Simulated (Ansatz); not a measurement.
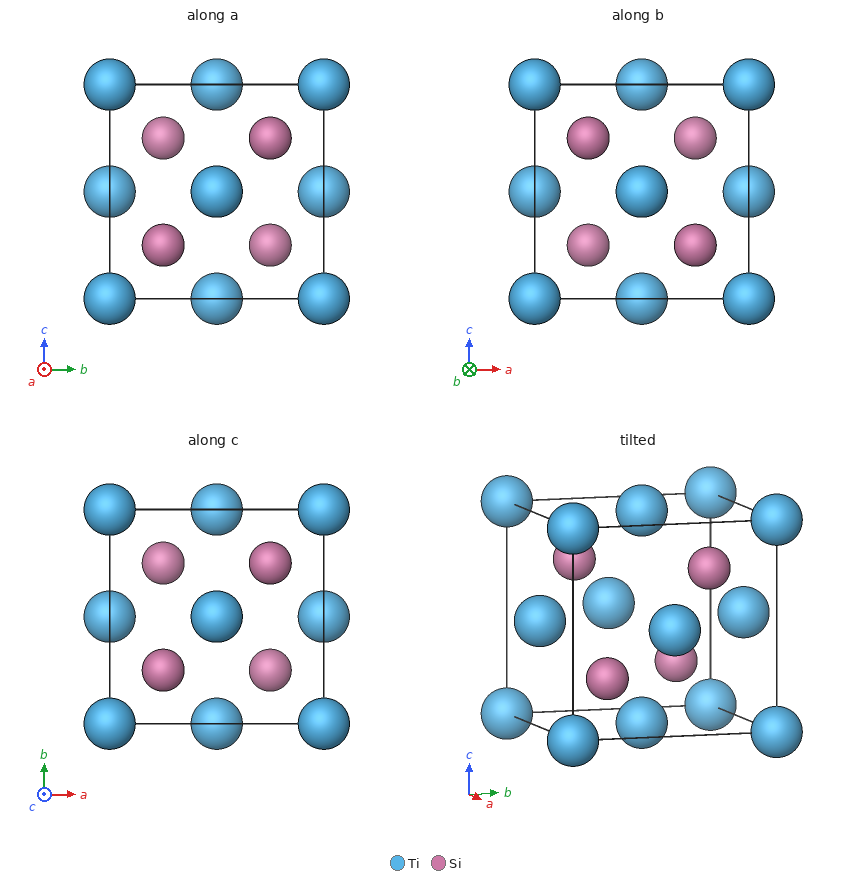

The figure gives a spheres-only picture of the atoms, viewed along the a axis, along the b axis, along the c axis and slightly off an axis. The conventional unit cell is outlined; an atom on or near a face, edge or corner is repeated at each equivalent position.

Lattice parameters: a = 5.7836 Å, b = 5.7836 Å, c = 5.7836 Å, α = 90.000°, β = 90.000°, γ = 90.000°.

Question: Give the atomic positions as a CIF with its space group and independent sites.

Answer:
```cif
data_structure
_symmetry_space_group_name_H-M 'F -4 3 m'
_symmetry_Int_Tables_number 216
_cell_length_a 5.7836
_cell_length_b 5.7836
_cell_length_c 5.7836
_cell_angle_alpha 90.000
_cell_angle_beta 90.000
_cell_angle_gamma 90.000
_cell_volume 193.46
loop_
_atom_site_label
_atom_site_type_symbol
_atom_site_symmetry_multiplicity
_atom_site_Wyckoff_symbol
_atom_site_fract_x
_atom_site_fract_y
_atom_site_fract_z
_atom_site_occupancy
Ti1 Ti 4 a 0.0000 0.0000 0.0000 1
Si1 Si 4 d 0.2500 0.2500 0.7500 1
```

Origin of the cell: a structure type filled with these elements by a generator (whether the compound takes this form wasn't checked). Earlier steps of the study, as a rule a relaxation of our own, may have changed the cell and positions, so they can lie some per cent off the listed ones. It was run through Ansatz as a DFT input.
